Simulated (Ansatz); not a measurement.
**twin(10-11) boundary in hcp Co: structure and resistance**

Wanted: what the twin(10-11) boundary in hcp Co costs an interconnect.

Program: Ansatz 0.2.0. Level of theory: Ansatz plane-wave DFT, PBE, PAW files, collinear spin; relaxation of a bicrystal slab with its lowest layers held; PAW set soft_1, in the first sound run; inputs show where later runs differ. Results are calculated unless marked as measured.

**1. The structure**

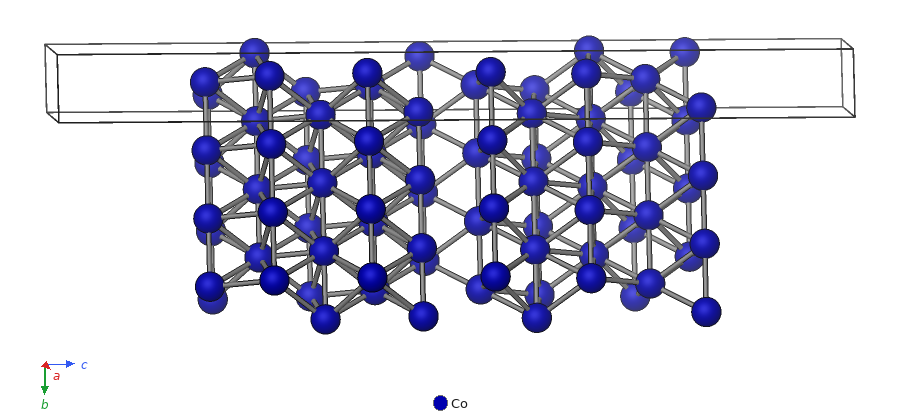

The cell as given, from the side, with the c axis across the page (cobalt blue). 1×4×1 cells are drawn.

The cell holds 20 atoms: 20 Co. Cell: a = 4.796 Å, b = 2.505 Å, c = 28.889 Å, α = 90.0°, β = 90.0°, γ = 74.9°. It derives from Co. built on the (1 0 1) plane; 2 overlapping atoms removed and the grains opened by 0 Å. Vacuum lies along c.

**2. Relaxing the bicrystal**

The boundary is built by mirroring the lower grain in the boundary plane and removing any atoms that overlap. A thin bicrystal slab is relaxed first, with the lowest layers held and the upper grain free to shift and open.

Input file input.yaml:

```yaml
crystal:
  lattice:
    - [4.7957693491, 0.0, 0.0]
    - [0.6544340129, 2.4184179297, 0.0]
    - [0.0, 0.0, 28.8887866852]
  atoms:
    - { symbol: Co, position: [0.6287194994, 0.477306917, 0.1730775354], spin: 2.0 }
    - { symbol: Co, position: [0.0921061869, 0.7456135732, 0.1841352036], spin: 2.0 }
    - { symbol: Co, position: [0.4090396245, 0.0871468544, 0.2394235449], spin: 2.0 }
    - { symbol: Co, position: [0.8724263121, 0.3554535106, 0.2504812132], spin: 2.0 }
    - { symbol: Co, position: [0.1893597497, 0.6969867919, 0.3057695544], spin: 2.0 }
    - { symbol: Co, position: [0.6527464372, 0.965293448, 0.3168272227], spin: 2.0 }
    - { symbol: Co, position: [0.9696798748, 0.3068267293, 0.3721155639], spin: 2.0 }
    - { symbol: Co, position: [0.4330665624, 0.5751333854, 0.3831732322], spin: 2.0 }
    - { symbol: Co, position: [0.75, 0.9166666667, 0.4384615735], spin: 2.0 }
    - { symbol: Co, position: [0.2133866875, 0.1849733228, 0.4495192417], spin: 2.0 }
    - { symbol: Co, position: [0.4330665624, 0.5751333854, 0.5158652512], spin: 2.0 }
    - { symbol: Co, position: [0.9696798748, 0.3068267293, 0.5269229195], spin: 2.0 }
    - { symbol: Co, position: [0.6527464372, 0.965293448, 0.5822112607], spin: 2.0 }
    - { symbol: Co, position: [0.1893597497, 0.6969867919, 0.593268929], spin: 2.0 }
    - { symbol: Co, position: [0.8724263121, 0.3554535106, 0.6485572702], spin: 2.0 }
    - { symbol: Co, position: [0.4090396245, 0.0871468544, 0.6596149385], spin: 2.0 }
    - { symbol: Co, position: [0.0921061869, 0.7456135732, 0.7149032798], spin: 2.0 }
    - { symbol: Co, position: [0.6287194994, 0.477306917, 0.725960948], spin: 2.0 }
    - { symbol: Co, position: [0.3117860617, 0.1357736357, 0.7812492893], spin: 2.0 }
    - { symbol: Co, position: [0.8483993742, 0.8674669796, 0.7923069575], spin: 2.0 }
magnetization:
  spin_polarized: true
kpoints:
  mp_grid: { grid: [10, 10, 1] }
hamiltonian:
  xc: pbe
  pseudopotentials: { kind: paw, azcp: { folder: soft_1 } }
scf:
  occupations: { method: fermi_dirac, width: 0.1 }
relax:
  f_tol: 0.03
  max_steps: 80
  constraints: [{ sites: [0, 1, 2, 3] }]
```

The run is started by

```bash
$ ansatz run input.yaml --threads 8 --pin off --max-ram 15360MiB --backend cpu --events-out ev --progress --plain --runs-dir out
```

Numbers of over 12 decimals in the logs are rounded to 6 here.

Output:

```text
Engine: ansatz 0.2.0, aarch64-unknown-linux-gnu
Pseudopotentials: kind: paw
Pseudopotential: Co, paw, valence charge 17, recommended cutoff 420 eV (normal), soft_1/Co.paw.azcp
Functional definition: PBE
  parameter kappa = 0.804
  parameter beta = 0.066725
  exchange = pbe_x(kappa = kappa, mu = beta*pi^2/3)
  correlation = pbe_c(beta = beta)
Crystal: 20 atoms, lattice volume = 335.057 Å³
Basis set: ecut = 420 eV, 6471 PW (Γ), exchange–correlation on 72×36×400 points (8 copies of the dense FFT grid, shifted against one another)
Bands: 228, of which v1, the nominal top of the filled ones, is band 170 counted from 1 (169 counted from 0)
Symmetry: 2 space group operations
Space group: Cm (ITA 8), of the structure as read, at distance tolerance 6.9e-5 Å
Magnetic group: BNS 8.32 (UNI 39), of the structure as read, at distance tolerance 6.9e-5 Å
k-points: 31 of 100 (time reversal used)
Non-local potential: Co, projectors of the file, l = 0: 3, l = 1: 2, l = 2: 3, l = 3: 1
PAW form: soft (Blöchl's): semilocal exchange-correlation on the pseudo side does not see the compensation charge
PAW one-centre angular grid: Co, 590 points (default); XC on 64 Gauss nodes
Initial density: superposition of atomic densities (neutral atoms: chi_scale 0, normalization atom)
Starting moments: Σ|m| = 40 μB on 20 of 20 sites
Initial wavefunctions: pseudopotential atomic-orbital guess
Functional: x = pbe(κ = 0.804, μ = 0.219515), c = pbe(β = 0.066725)
SCF iter   1: F=—  HF=-102511.606325 eV  |F-HF|=—  |Δ(HF+E_count)|=         —  Δρ=5.13e-2 (↑1.91e-2 ↓5.13e-2)  dr2=3.58e1  dr2_m=1.43e0  M=37.073 μB ∫|m|=38.461 μB  β_m=0.30  ethr=3.10e-3  ⟨swp⟩=6.3  Hψ=54991  notcnv=0  defer=1140
Mixer restart at iter 1: flushing history
preconditioner: auto → LDOS  [metal: Δε(μ)=0.001 eV  Ē_g=7.840 eV  σ=0.100 eV  W_gap=0.00  n_scr=100 (ndim 8)  ℏωp=27.2 eV  f_vac=0.290  D(μ)=21.39/eV (n_scr^D=246)]
spin=Collinear: LDOS preconditioning applied to the charge; magnetization (m = ρ↑ − ρ↓) channel mixes plain (no charge-response kernel on spin).
SCF iter   2: F=—  HF=-102506.263147 eV  |F-HF|=—  |Δ(HF+E_count)|=    5.34e0  Δρ=3.13e-2 (↑3.13e-2 ↓1.37e-2)  dr2=5.27e0  dr2_m=8.52e-1  M=36.462 μB ∫|m|=38.415 μB  β_m=0.30  ethr=3.10e-3  ⟨swp⟩=2.8  Hψ=23815  notcnv=0  defer=1592
SCF iter   3: F=—  HF=-102511.500916 eV  |F-HF|=—  |Δ(HF+E_count)|=    5.24e0  Δρ=1.82e-2 (↑1.82e-2 ↓9.13e-3)  dr2=1.93e0  dr2_m=3.09e-1  M=35.958 μB ∫|m|=38.178 μB  β_m=0.51  ethr=1.55e-3  ⟨swp⟩=2.5  Hψ=18716  notcnv=0  defer=1627
SCF iter   4: F=—  HF=-102518.143961 eV  |F-HF|=—  |Δ(HF+E_count)|=    6.64e0  Δρ=6.72e-3 (↑5.64e-3 ↓6.72e-3)  dr2=2.81e-1  dr2_m=2.27e-2  M=34.790 μB ∫|m|=37.798 μB  β_m=0.75  ethr=5.68e-4  ⟨swp⟩=2.8  Hψ=22321  notcnv=0  defer=1627
SCF iter   5: F=—  HF=-102519.389014 eV  |F-HF|=—  |Δ(HF+E_count)|=         —  Δρ=9.07e-3 (↑6.48e-3 ↓9.07e-3)  dr2=7.67e-1  dr2_m=4.31e-2  M=33.857 μB ∫|m|=37.154 μB  β_m=0.75  ethr=8.26e-5  ⟨swp⟩=2.3  Hψ=28100  notcnv=0  defer=1656
SCF iter   6: F=—  HF=-102519.136239 eV  |F-HF|=—  |Δ(HF+E_count)|=   2.53e-1  Δρ=8.58e-3 (↑8.58e-3 ↓6.26e-3)  dr2=4.96e-1  dr2_m=8.38e-3  M=33.635 μB ∫|m|=37.093 μB  β_m=0.63  ethr=8.26e-5  ⟨swp⟩=3.0  Hψ=28862  notcnv=0  defer=1719
SCF iter   7: F=—  HF=-102519.223363 eV  |F-HF|=—  |Δ(HF+E_count)|=   8.71e-2  Δρ=3.83e-3 (↑3.83e-3 ↓2.71e-3)  dr2=1.04e-1  dr2_m=4.09e-3  M=33.748 μB ∫|m|=37.084 μB  β_m=0.56  ethr=8.26e-5  ⟨swp⟩=2.1  Hψ=22409  notcnv=0  defer=1713
SCF iter   8: F=—  HF=-102519.234260 eV  |F-HF|=—  |Δ(HF+E_count)|=   1.09e-2  Δρ=1.25e-3 (↑1.25e-3 ↓5.91e-4)  dr2=9.32e-3  dr2_m=8.23e-4  M=33.836 μB ∫|m|=37.099 μB  β_m=0.53  ethr=3.07e-5  ⟨swp⟩=2.0  Hψ=20658  notcnv=0  defer=1713
SCF iter   9: F=—  HF=-102519.231742 eV  |F-HF|=—  |Δ(HF+E_count)|=   2.52e-3  Δρ=3.56e-4 (↑3.30e-4 ↓3.56e-4)  dr2=8.37e-4  dr2_m=1.78e-4  M=33.843 μB ∫|m|=37.101 μB  β_m=0.50  ethr=2.74e-6  ⟨swp⟩=2.5  Hψ=26756  notcnv=0  defer=1713
SCF iter  10: F=—  HF=-102519.232036 eV  |F-HF|=—  |Δ(HF+E_count)|=   2.94e-4  Δρ=2.62e-4 (↑1.39e-4 ↓2.62e-4)  dr2=3.93e-4  dr2_m=4.32e-5  M=33.833 μB ∫|m|=37.090 μB  β_m=0.47  ethr=2.46e-7  ⟨swp⟩=2.7  Hψ=23991  notcnv=0  defer=1713
SCF iter  11: F=—  HF=-102519.232052 eV  |F-HF|=—  |Δ(HF+E_count)|=   1.66e-5  Δρ=6.38e-5 (↑6.38e-5 ↓5.15e-5)  dr2=3.09e-5  dr2_m=2.11e-6  M=33.829 μB ∫|m|=37.086 μB  β_m=0.42  ethr=1.16e-7  ⟨swp⟩=2.0  Hψ=19213  notcnv=0  defer=1713
SCF iter  12: F=—  HF=-102519.232045 eV  |F-HF|=—  |Δ(HF+E_count)|=   7.03e-6  Δρ=2.19e-5 (↑1.70e-5 ↓2.19e-5)  dr2=2.05e-6  dr2_m=5.96e-7  M=33.828 μB ∫|m|=37.084 μB  β_m=0.51  ethr=9.08e-9  ⟨swp⟩=2.6  Hψ=22303  notcnv=0  defer=1713
SCF iter  13: F=-102519.232031 eV  HF=-102519.232047 eV  |F-HF|=1.57e-5  |Δ(HF+E_count)|=   1.53e-6  Δρ=2.66e-5 (↑1.45e-5 ↓2.66e-5)  dr2=1.67e-5  dr2_m=3.67e-7  M=33.829 μB ∫|m|=37.084 μB  ethr=6.04e-10  ⟨swp⟩=1.7  Hψ=44923  notcnv=0
SCF 1 converged in 13 iterations: F = -102519.232031 eV  dr2 = 1.67e-5
  greatest PAW one-centre occupation: 1.001 electrons in one spin orbital (limit 2), on the Co atom at site 0 (counted from 0), in its partial waves of l = 1
relax step   1: F+E_penalty+E_count = -102519.23203102 eV  Δ(F+E_penalty+E_count) = +0.000e0 eV  max|allowed force component| = 9.572e-1 eV/Å  Δτ_max = 0.0000 Å  (13 SCF iters, dr2 threshold 2.25e-5 eV, accepted)
Initial density: handed on by an earlier stage of this run
Starting moments: Σ|m| = 40 μB on 20 of 20 sites; this step starts from the density that it was given
Initial wavefunctions: those handed on with the density
iter 1 solved again at ethr=8.82e-4 eV; its pass at ethr=3.10e-3 eV (dr2=3.00e0 eV) is discarded
SCF iter   1: F=—  HF=-102519.507755 eV  |F-HF|=—  |Δ(HF+E_count)|=         —  Δρ=1.07e-2 (↑1.07e-2 ↓8.21e-3)  dr2=2.96e0  dr2_m=1.67e-1  M=33.715 μB ∫|m|=36.916 μB  β_m=0.30  ethr=8.82e-4  ⟨swp⟩=1.3  Hψ=54881  notcnv=0  defer=1495
preconditioner: auto → LDOS  [metal: Δε(μ)=0.004 eV  Ē_g=7.870 eV  σ=0.100 eV  W_gap=0.01  n_scr=100 (ndim 8)  ℏωp=27.2 eV  f_vac=0.305  D(μ)=20.86/eV (n_scr^D=238)]
spin=Collinear: LDOS preconditioning applied to the charge; magnetization (m = ρ↑ − ρ↓) channel mixes plain (no charge-response kernel on spin).
SCF iter   2: F=—  HF=-102519.456203 eV  |F-HF|=—  |Δ(HF+E_count)|=   5.16e-2  Δρ=6.89e-3 (↑6.89e-3 ↓5.23e-3)  dr2=6.17e-1  dr2_m=6.54e-2  M=33.720 μB ∫|m|=36.936 μB  β_m=0.41  ethr=8.71e-4  ⟨swp⟩=2.0  Hψ=17665  notcnv=0  defer=1713
[...]
relax step   4: F+E_penalty+E_count = -102519.70331292 eV  Δ(F+E_penalty+E_count) = -2.382e-2 eV  max|allowed force component| = 4.253e-2 eV/Å  Δτ_max = 0.1335 Å  (10 SCF iters, dr2 threshold 8.04e-6 eV, accepted)
[...]
relax step   5: F+E_penalty+E_count = -102519.70289871 eV  Δ(F+E_penalty+E_count) = +4.142e-4 eV  max|allowed force component| = 4.639e-2 eV/Å  Δτ_max = 0.0167 Å  (12 SCF iters, rejected (line search))
SCF iter   1: F=—  HF=-102519.703784 eV  |F-HF|=—  |Δ(HF+E_count)|=         —  Δρ=6.03e-4 (↑6.03e-4 ↓3.72e-4)  dr2=3.21e-3  dr2_m=4.12e-4  M=33.489 μB ∫|m|=36.657 μB  β_m=0.65  ethr=9.72e-6  ⟨swp⟩=3.1  Hψ=26487  notcnv=0  defer=1723
preconditioner: auto → LDOS  [metal: Δε(μ)=0.000 eV  Ē_g=7.934 eV  σ=0.100 eV  W_gap=0.00  n_scr=38 (ndim 8)  ℏωp=27.2 eV  f_vac=0.315  D(μ)=20.41/eV (n_scr^D=222)]
spin=Collinear: LDOS preconditioning applied to the charge; magnetization (m = ρ↑ − ρ↓) channel mixes plain (no charge-response kernel on spin).
SCF iter   2: F=—  HF=-102519.704077 eV  |F-HF|=—  |Δ(HF+E_count)|=   2.92e-4  Δρ=3.79e-4 (↑3.79e-4 ↓2.33e-4)  dr2=3.50e-3  dr2_m=9.98e-5  M=33.489 μB ∫|m|=36.658 μB  β_m=0.30  ethr=9.44e-7  ⟨swp⟩=2.1  Hψ=22743  notcnv=0  defer=1723
SCF iter   3: F=—  HF=-102519.703694 eV  |F-HF|=—  |Δ(HF+E_count)|=   3.82e-4  Δρ=2.27e-4 (↑2.27e-4 ↓1.58e-4)  dr2=2.04e-4  dr2_m=8.06e-5  M=33.488 μB ∫|m|=36.657 μB  β_m=0.42  ethr=9.44e-7  ⟨swp⟩=2.0  Hψ=17315  notcnv=0  defer=1723
SCF iter   4: F=—  HF=-102519.703801 eV  |F-HF|=—  |Δ(HF+E_count)|=   1.06e-4  Δρ=8.33e-5 (↑8.21e-5 ↓8.33e-5)  dr2=9.75e-5  dr2_m=1.75e-5  M=33.488 μB ∫|m|=36.656 μB  β_m=0.47  ethr=6.00e-8  ⟨swp⟩=2.0  Hψ=19795  notcnv=0  defer=1723
SCF iter   5: F=—  HF=-102519.703821 eV  |F-HF|=—  |Δ(HF+E_count)|=   1.99e-5  Δρ=5.77e-5 (↑3.49e-5 ↓5.77e-5)  dr2=8.32e-6  dr2_m=6.03e-6  M=33.487 μB ∫|m|=36.656 μB  β_m=0.59  ethr=2.87e-8  ⟨swp⟩=1.4  Hψ=14644  notcnv=0  defer=1723
SCF iter   6: F=—  HF=-102519.703827 eV  |F-HF|=—  |Δ(HF+E_count)|=   6.63e-6  Δρ=4.39e-5 (↑4.39e-5 ↓1.68e-5)  dr2=1.20e-5  dr2_m=2.06e-6  M=33.487 μB ∫|m|=36.655 μB  β_m=0.58  ethr=2.45e-9  ⟨swp⟩=2.8  Hψ=27654  notcnv=0  defer=1723
SCF iter   7: F=—  HF=-102519.703827 eV  |F-HF|=—  |Δ(HF+E_count)|=   5.75e-7  Δρ=1.38e-5 (↑1.38e-5 ↓1.04e-5)  dr2=8.77e-7  dr2_m=3.31e-7  M=33.486 μB ∫|m|=36.655 μB  β_m=0.63  ethr=2.45e-9  ⟨swp⟩=2.0  Hψ=19702  notcnv=0  defer=1723
SCF iter   8: F=—  HF=-102519.703827 eV  |F-HF|=—  |Δ(HF+E_count)|=   2.75e-8  Δρ=7.82e-6 (↑7.82e-6 ↓5.15e-6)  dr2=6.20e-7  dr2_m=5.43e-8  M=33.486 μB ∫|m|=36.655 μB  β_m=0.54  ethr=2.58e-10  ⟨swp⟩=2.9  Hψ=25779  notcnv=0  defer=1723
SCF iter   9: F=—  HF=-102519.703827 eV  |F-HF|=—  |Δ(HF+E_count)|=   7.70e-8  Δρ=3.01e-6 (↑3.01e-6 ↓1.67e-6)  dr2=1.09e-7  dr2_m=9.42e-9  M=33.486 μB ∫|m|=36.654 μB  β_m=0.53  ethr=1.82e-10  ⟨swp⟩=2.0  Hψ=19583  notcnv=0  defer=1723
SCF iter  10: F=—  HF=-102519.703827 eV  |F-HF|=—  |Δ(HF+E_count)|=   1.08e-8  Δρ=1.35e-6 (↑1.35e-6 ↓1.30e-6)  dr2=6.78e-9  dr2_m=4.21e-9  M=33.486 μB ∫|m|=36.654 μB  β_m=0.69  ethr=3.20e-11  ⟨swp⟩=2.2  Hψ=20325  notcnv=0  defer=1723
SCF iter  11: F=-102519.703827 eV  HF=-102519.703827 eV  |F-HF|=9.16e-8  |Δ(HF+E_count)|=   9.78e-9  Δρ=2.27e-6 (↑9.25e-7 ↓2.27e-6)  dr2=9.47e-8  dr2_m=2.15e-9  M=33.486 μB ∫|m|=36.654 μB  ethr=2.00e-12  ⟨swp⟩=1.5  Hψ=46584  notcnv=0
SCF 6 converged in 11 iterations: F = -102519.703827 eV  dr2 = 9.47e-8
relax step   6: F+E_penalty+E_count = -102519.70382664 eV  Δ(F+E_penalty+E_count) = -5.137e-4 eV  max|allowed force component| = 3.197e-3 eV/Å  Δτ_max = 0.0070 Å  (11 SCF iters, accepted)
SCF converged after 11 iterations
Magnetization: 33.4861 μB (186.7431 up, 153.2569 down)
Absolute magnetization: 36.6898 μB (∫|ρ↑−ρ↓|, with the PAW one-centre terms)
Spin contamination: 0.6251 ħ² per cell (⟨S²⟩ above its minimum at these occupations)
Per-site moments (μB) at R_I (Å): [(1.889689, 1.033141), (1.829286, 1.033141), (1.735024, 1.013871), (1.744170, 1.024640), (1.713761, 1.021074), (1.688779, 1.013871), (1.726343, 0.968322), (1.714570, 1.001197), (1.737970, 1.021950), (1.705765, 0.968322), (1.713862, 1.000830), (1.726623, 0.968472), (1.699671, 1.011689), (1.711183, 1.021606), (1.698353, 1.020976), (1.716027, 1.011689), (1.738247, 0.990503), (1.710873, 1.012073), (1.809393, 1.012073), (1.862867, 0.990503)]
Free energy (F): -102519.703827 eV
Harris-Foulkes:  -102519.703827 eV  (|F-HF|=9.16e-8)
Internal energy: -102519.019452 eV  (E = F + TS)
E sigma→0 (E₀):  -102519.361639 eV
Entropy (-TS):   -0.684375 eV (-34.219 meV/atom)
Fermi energy:    10.535798 eV
--- Per-component energies (eV) ---
  E_band       = -7644.523985
  E_kinetic    = 5821.744906
  E_local      = -569207.273038  (includes V_loc(G=0)·N_el)
  E_nonlocal   = 8694.020751
  E_hartree    = 280248.910524
  E_xc         = -1835.207757
  E_vxc        = -2361.282407  (∫ρ·V_xc dr)
  E_paw        = -31434.502091  (= ΣΔE_a)
  E_vpaw       = -11089.540476  (= ΣTr[D̂ρ^β])
  E_aug_tail   = -0.000137  (compensation charges beyond the density's cutoff)
  E_ewald      = 205193.287390
  E_smearing   = -0.684375  (= −TS)
  E_closure    = -0.000000  (closes the sum)
  Σ components = -102519.703827   (vs F -102519.703827, Δ=0.00e0)
--- Forces (eV/Å), atoms counted from 1 ---
  atom   1  Co    -0.03952899     0.01069671     0.46076168
  atom   2  Co     0.11269386    -0.03049543     0.24696745
  atom   3  Co    -0.04216751     0.01141071    -0.32485214
  atom   4  Co    -0.03301227     0.00893326    -0.38837334
  atom   5  Co    -0.00057726     0.00015621     0.00147900
  atom   6  Co     0.00319690    -0.00086509     0.00016753
  atom   7  Co     0.00038468    -0.00010410    -0.00160178
  atom   8  Co     0.00040701    -0.00011014     0.00045484
  atom   9  Co     0.00001170    -0.00000317    -0.00086362
  atom  10  Co    -0.00130387     0.00035283     0.00135712
  atom  11  Co     0.00073581    -0.00019911    -0.00299990
  atom  12  Co     0.00051832    -0.00014026     0.00017937
  atom  13  Co    -0.00050733     0.00013728     0.00182047
  atom  14  Co    -0.00046638     0.00012620     0.00303435
  atom  15  Co     0.00095242    -0.00025773    -0.00044282
  atom  16  Co    -0.00096212     0.00026035     0.00173093
  atom  17  Co     0.00136320    -0.00036889    -0.00046453
  atom  18  Co     0.00027929    -0.00007558     0.00079988
  atom  19  Co    -0.00085177     0.00023049     0.00074613
  atom  20  Co    -0.00116498     0.00031525     0.00001914
  max |Σ_I F_I| component: 8.02e-5 eV/Å
--- Relaxed structure (6 steps of the walk, 5 accepted, 0 SCFs on fresh bases) ---
  F+E_penalty+E_count = -102519.70382664 eV   max|allowed force component| = 3.197e-3 eV/Å
  atoms:
    - { symbol: Co, position: [0.628719, 0.477307, 0.173078] }
    - { symbol: Co, position: [0.092106, 0.745614, 0.184135] }
    - { symbol: Co, position: [0.409040, 0.087147, 0.239424] }
    - { symbol: Co, position: [0.8724263121, 0.355454, 0.2504812132] }
    - { symbol: Co, position: [0.185857, 0.698738, 0.305601] }
    - { symbol: Co, position: [0.647765, 0.967784, 0.315419] }
    - { symbol: Co, position: [0.957444, 0.312945, 0.370965] }
    - { symbol: Co, position: [0.436193, 0.573570, 0.381316] }
    - { symbol: Co, position: [0.734120, 0.924606, 0.442402] }
    - { symbol: Co, position: [0.198949, 0.192192, 0.442416] }
    - { symbol: Co, position: [0.436303, 0.573515, 0.503462] }
    - { symbol: Co, position: [0.957164, 0.313085, 0.513857] }
    - { symbol: Co, position: [0.648204, 0.967565, 0.569401] }
    - { symbol: Co, position: [0.185572, 0.698880, 0.579194] }
    - { symbol: Co, position: [0.872859, 0.355237, 0.634426] }
    - { symbol: Co, position: [0.409080, 0.087127, 0.645159] }
    - { symbol: Co, position: [0.094195, 0.744569, 0.700490] }
    - { symbol: Co, position: [0.631161, 0.476086, 0.710848] }
    - { symbol: Co, position: [0.323337, 0.129998, 0.764696] }
    - { symbol: Co, position: [0.856604, 0.863365, 0.774377] }
```

The job ended after 24 min (8 threads of Arm Neoverse N1, shared host; peak memory 5 GiB; 3.1 h of CPU time).

(Continued in part 2 of 3.)

[Logs are printed without paths, hosts, clocks, repeated set-up lines and the standing remarks that a program may print on its own settings, such as how far it seeks lower states.]

[Hosts, paths, dates, database ids (printed as entryN), source tags and the programs' standing remarks are cut or masked in the printed files.]
